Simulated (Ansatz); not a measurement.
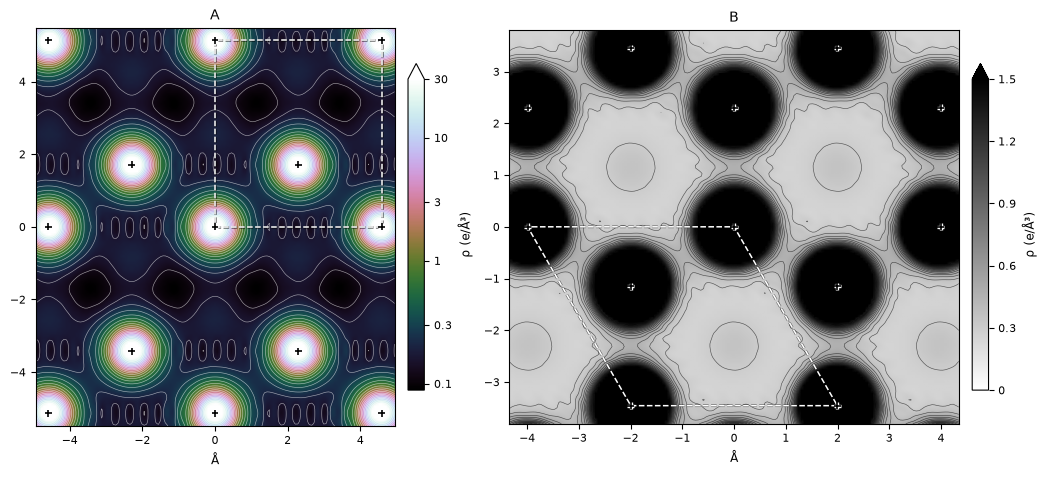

The valence electron density of 2 systems, each on a plane through atoms (crosses mark nuclei in the plane).

Theory: DFT, RPBE, plane waves (420 eV) with PAW, scalar-relativistic in Ansatz 0.2.0.

System 1: Ge, the (110) plane of the conventional cell. Space group P6₃/mmc; set up as Ge, hcp; a generated structure, not necessarily the stable one; changed on purpose from its base cell (volume × 0.88); computed pressure about 10 GPa in this cell.

System 2: Co, the (001) plane of the conventional cell. Space group P6/mmm; set up as Co, omega (AlB2-type); a generated structure, not necessarily the stable one; changed on purpose from its base cell (volume × 1.04); computed pressure about −8 GPa in this cell; computed without spin polarisation.

```
Co
1.0
     3.99272    0.00000    0.00000
    -1.99636    3.45779    0.00000
     0.00000    0.00000    2.44852
Co
3
Direct
  0.00000 0.00000 0.00000
  0.33333 0.66667 0.50000
  0.66667 0.33333 0.50000
```

Q: Match each panel to its system.

A: Panel A is system 1, Ge: the plane holds Ge. Ge–Ge (2.86 Å): ρ at the midpoint is about 0.23 e/Å³. Panel B is system 2, Co: the plane holds Co. Co–Co (2.31 Å): ρ at the midpoint is about 0.46 e/Å³.
